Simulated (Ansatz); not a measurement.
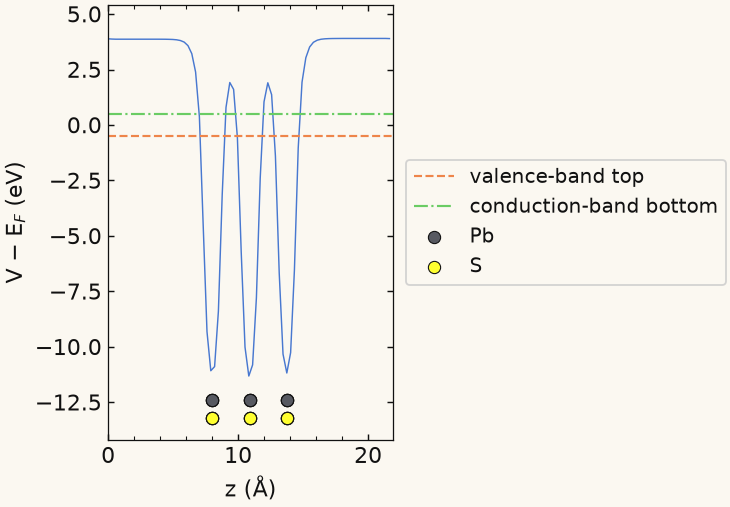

Plane-averaged electrostatic potential energy of an electron across the slab; circles at the bottom mark the heights of the atoms (positions after relaxation). System: a (100) slab cut from PbS (Fm-3m), ended by PbS planes, 24 atoms in the cell. Ansatz; DFT PBE+D3(BJ), scalar-relativistic, plane waves, PAW, no spin polarisation, 2×2×1 k mesh, 420 eV cutoff.

From the vacuum level at the right face the ionisation potential is 4.41 eV and the electron affinity 3.40 eV; the left face gives the same. The slab's gap, their difference before rounding, is 1.01 eV. The two vacuum levels agree, so the slab has no net dipole along its normal. The outermost atoms are 5.8 Å apart, which leaves 16.2 Å of vacuum in a cell 21.9 Å high.

Spin-orbit coupling is left out, which matters for Pb.
